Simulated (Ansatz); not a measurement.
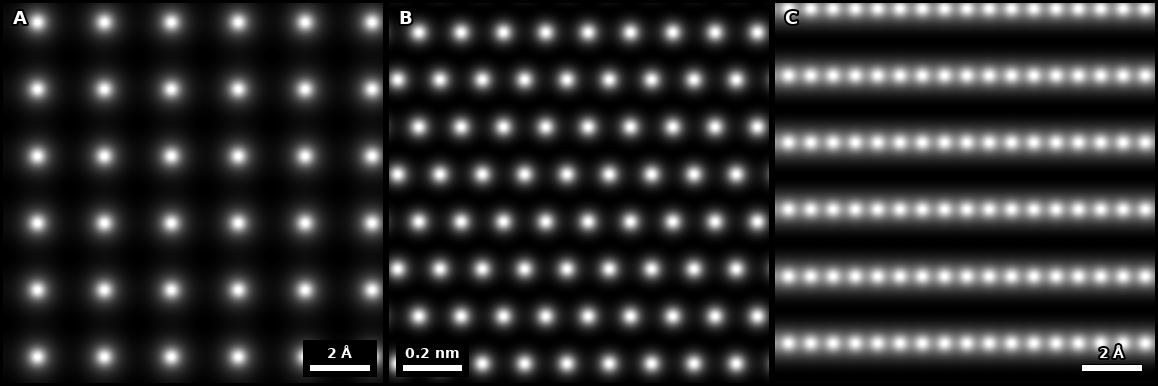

Three views of Al (Im-3m, No. 229) along different zone axes. Computed as the sum of neutral-atom potentials (tabulated electron scattering factors, B = 0.8 Å²) projected along the beam and smoothed by 0.25 Å; brighter is more positive. Structure used: the input geometry of an electronic-structure calculation (not necessarily at equilibrium); the starting structure was generated, so it need not be a known form of this composition.

```
CELL_PARAMETERS angstrom
3.23773 0.00000 0.00000
0.00000 3.23773 0.00000
0.00000 0.00000 3.23773
ATOMIC_POSITIONS crystal
Al 0.00000 0.00000 0.00000
Al 0.50000 0.50000 0.50000
```

Question: Match the panels to the zone axes [001], [210] and [221].

Answer: A is [001]: projected cell 2.29 × 2.29 Å, 90°, plane group p4mm. B is [210]: projected cell 1.45 × 1.77 Å, 114°, plane group c2mm. C is [221]: projected cell 0.76 × 2.29 Å, 90°, plane group p2mm.
